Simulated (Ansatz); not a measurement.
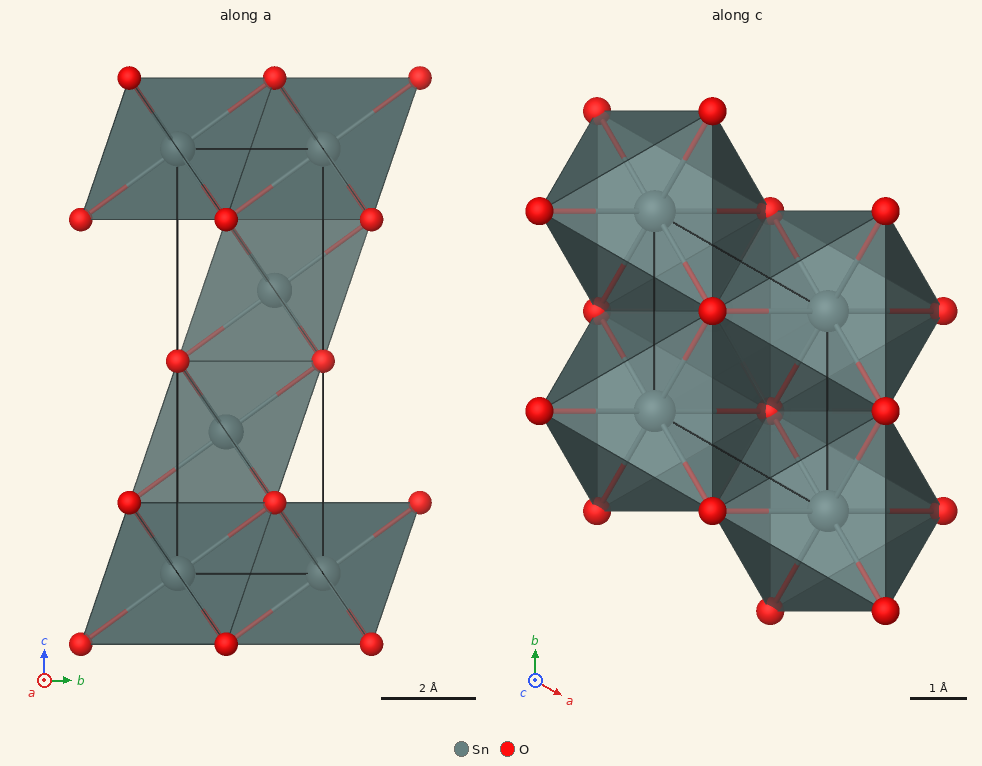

Drawn in the polyhedral manner and seen along the a axis and along the c axis. The lines enclose the conventional unit cell; boundary atoms appear with their images. A few atoms beyond the faces are included.

SnO, space group R-3m (No. 166), a = 3.59 Å, b = 3.59 Å, c = 9.08 Å, α = 90.00°, β = 90.00°, γ = 120.00°.

All computed values are from DFT, HSE06, plane waves, PAW in Ansatz 0.2.0. Settings: a cutoff energy of 420 eV, k-points about 0.36 Å⁻¹ apart, Fermi-Dirac smearing of 0.02 eV, no spin polarisation.

### Is the electronic structure metallic or gapped?

A semiconductor at this level, with a gap of 0.44 eV, direct.

### Which way would the volume go on relaxing?

The computed pressure is -3.4 GPa (stretched: it would shrink).

The model was built from a structure type filled with these elements by a generator (whether the compound takes this form wasn't checked). The cell was then strained or its atoms displaced on purpose. An electronic-structure calculation with Ansatz was run on it.
